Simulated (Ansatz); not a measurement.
**KTaO3: 7 runs along one coordinate**

System: KTaO3 (5 atoms in the cell).
Method: DFT PBEsol, scalar-relativistic, plane waves, PAW, no spin polarisation (Ansatz 0.2.0).

The 7 runs differ only in the geometry, by an even scaling of the cell at fixed fractional positions. The structure derives from a Materials Project entry.

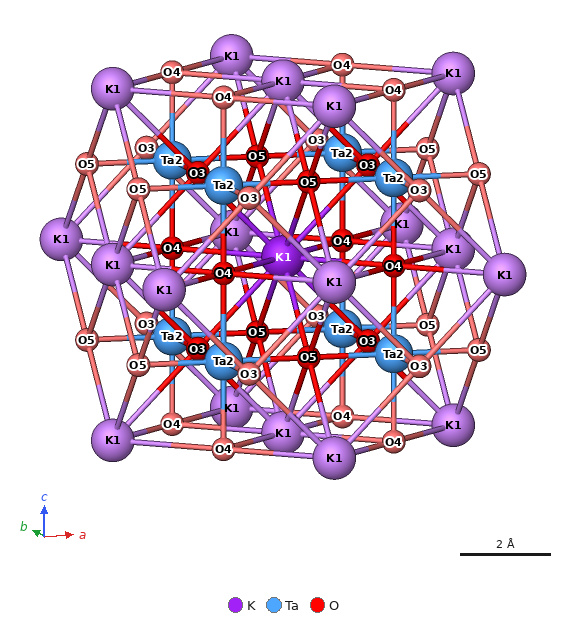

Figure 1. The structure of run 4 (ball-and-stick view of the cell of the calculation, seen slightly off an axis; neighbours outside the cell are drawn fainter; atoms are numbered from 1 in the order of the input).

## Input of run 4
```yaml
crystal:
  lattice:
    - [3.9538862527, 0.0, 0.0]
    - [0.0, 3.9538862527, 0.0]
    - [0.0, 0.0, 3.9538862527]
  atoms:
    - { symbol: K, position: [0.5, 0.5, 0.5] }
    - { symbol: Ta, position: [0.0, 0.0, 0.0] }
    - { symbol: O, position: [0.0, 0.5, 0.0] }
    - { symbol: O, position: [0.0, 0.0, 0.5] }
    - { symbol: O, position: [0.5, 0.0, 0.0] }
basis:
  ecutwfc: 420
kpoints:
  mp_grid: { grid: [8, 8, 8] }
  band_path: { path: [VBM, CBM], npoints: 2 }
hamiltonian:
  xc: pbesol
scf:
  occupations: { method: gaussian, width: 0.02 }
output:
  forces: true
  stress: true
  eigenvalues: true
checkpoint:
  read: start.run
  write: ck
  compress: false
  write_wavefunctions: false
  write_every: 100000
```

Command:
```bash
ansatz run input.yaml --threads 1 --pin off --max-ram 2560MiB --backend cpu --events-out ev --progress --plain --runs-dir out
```

Lattice vectors (Å) and fractional positions of run 4:
```
   3.953886    0.000000    0.000000
   0.000000    3.953886    0.000000
   0.000000    0.000000    3.953886
K   0.500000  0.500000  0.500000
Ta  0.000000  0.000000  0.000000
O   0.000000  0.500000  0.000000
O   0.000000  0.000000  0.500000
O   0.500000  0.000000  0.000000
```

Run 6 differs from it as follows:
```diff
-    - [3.9538862527, 0.0, 0.0]
-    - [0.0, 3.9538862527, 0.0]
-    - [0.0, 0.0, 3.9538862527]
+    - [3.9856119727, 0.0, 0.0]
+    - [0.0, 3.9856119727, 0.0]
+    - [0.0, 0.0, 3.9856119727]
```

## Results, with one run withheld

```csv
run,volume per atom (Å³),"free energy per atom, from the lowest run given (meV)",pressure (GPa),gap on the mesh (eV)
1,10.965,185.18,40.03,2.41
2,11.660,57.13,20.01,2.30
3,12.109,15.59,9.96,2.23
4,12.362,3.76,5.08,2.19
5,12.534,0.00,2.06,2.16
6,12.662,?,?,?
7,12.792,0.02,−2.06,2.11
```

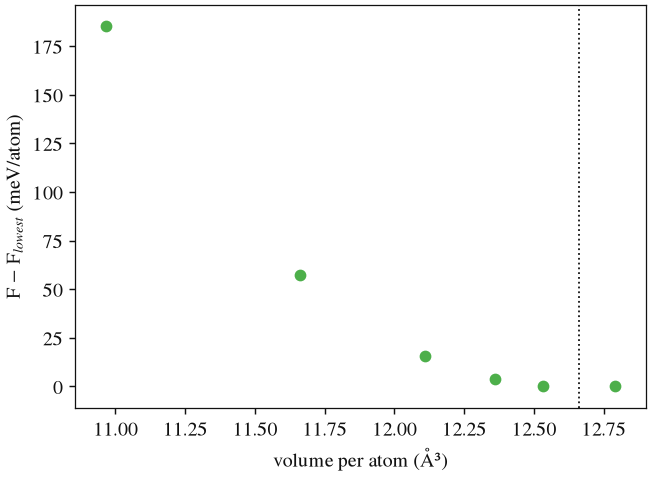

Figure 2. Free energy per atom of the runs given; the dotted line marks run 6.

Fit the runs given and predict run 6.

A cubic polynomial in V^(−2/3) (the Birch–Murnaghan form), fitted to the 6 runs given, misses them by at most 0.03 meV per atom. With x = V^(−2/3) − 0.19032 Å⁻², it reads F = 19.895 + 6689.5 x + 5.4313e+05 x² + 5.5787e+05 x³ (meV per atom). At run 6 it gives −0.83 meV per atom, and the run itself gives −0.85. The slope of the fit gives a pressure −dF/dV of −0.04 GPa there, and the run prints −0.05 GPa. The fit has its minimum at 12.659 Å³ per atom, where V d²F/dV² gives 203 GPa: the bulk modulus at this level, since symmetry fixes the shape and the positions. The gap on the mesh goes, without turning, from 2.41 eV in run 1 to 2.11 eV in run 7; run 6 has 2.14 eV. These are gaps of this functional on this mesh, which can miss the band edges; they aren't the measured gap.

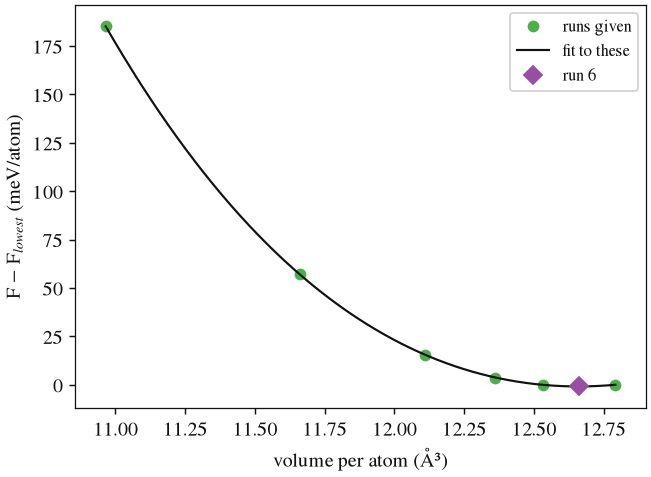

Figure 3. The fit and the withheld run.

## Output, shortened to warnings, some set-up lines, iterations and results (run 6)
```
Basis set: ecut = 420 eV, 1237 PW (Γ), exchange–correlation on 54×54×54 points (8 copies of the dense FFT grid, shifted against one another)
Symmetry: 48 space group operations
k-points: 35 of 512
Initial density: read from a saved state, or passed on in memory by an earlier SCF of this step, an earlier step, the calling program or the single point that the run made first
[...]
SCF iter   1: F=—  HF=-13011.072455 eV  |F-HF|=—  |Δ(HF+E_count)|=         —  Δρ=2.37e-7  dr2=1.88e-11  ethr=4.87e-9  ⟨swp⟩=3.8  Hψ=7137  notcnv=0
SCF iter   2: F=-13011.072455 eV  HF=-13011.072455 eV  |F-HF|=5.46e-12  |Δ(HF+E_count)|=   1.23e-9  Δρ=1.18e-7  dr2=7.77e-12  ethr=1.00e-12  ⟨swp⟩=5.9  Hψ=3044  notcnv=0
SCF 1 converged in 2 iterations: F = -13011.072455 eV  dr2 = 7.77e-12
NSCF: frozen V_eff on 20 k-points
NSCF: frozen V_eff on 20 k-points
NSCF: frozen V_eff on 20 k-points
NSCF: frozen V_eff on 20 k-points
NSCF: frozen V_eff on 4 k-points
NSCF: frozen V_eff on 6 k-points
NSCF: frozen V_eff on 6 k-points
NSCF: frozen V_eff on 6 k-points
NSCF: frozen V_eff on 6 k-points
NSCF: frozen V_eff on 3 k-points
NSCF: frozen V_eff on 3 k-points
SCF converged after 2 iterations
Free energy (F): -13011.072455 eV
Harris-Foulkes:  -13011.072455 eV  (|F-HF|=5.46e-12)
Internal energy: -13011.072455 eV  (E = F + TS)
E sigma→0 (E₀):  -13011.072455 eV
Fermi energy:    9.742050 eV
--- Per-component energies (eV) ---
  E_band       = -254.917684
  E_kinetic    = 1143.192415
  E_local      = -2218.285473  (includes V_loc(G=0)·N_el)
  E_nonlocal   = 175.034870
  E_hartree    = 772.692549
  E_xc         = -569.358700
  E_vxc        = -648.449318  (∫ρ·V_xc dr)
  E_paw        = -9491.542704  (= ΣΔE_a)
  E_vpaw       = -251.802715  (= ΣTr[D̂ρ^β])
  E_aug_tail   = 0.007377  (compensation charges beyond the density's cutoff)
  E_ewald      = -2823.240184
  E_core_change = 0.427395  (= ΣΔE_core)
  E_smearing   = -0.000000  (= −TS)
  E_closure    = -0.000000  (closes the sum)
  Σ components = -13011.072455   (vs F -13011.072455, Δ=0.00e0)
--- Forces (eV/Å), atoms counted from 1 ---
  atom   1  K     -0.00000000     0.00000000    -0.00000000
  atom   2  Ta     0.00000000    -0.00000000    -0.00000000
  atom   3  O     -0.00000000    -0.00000000     0.00000000
  atom   4  O      0.00000000    -0.00000000    -0.00000000
  atom   5  O      0.00000000    -0.00000000     0.00000000
  max |Σ_I F_I| component: 9.78e-29 eV/Å
--- Stress (GPa, compression-positive) ---
       -0.049139       0.000000       0.000000
        0.000000      -0.049139       0.000000
        0.000000       0.000000      -0.049139
  P = ⅓ Tr σ = -0.0491 GPa (-0.491 kbar)
```

Notes: Spin–orbit coupling is left out, which matters for Ta.
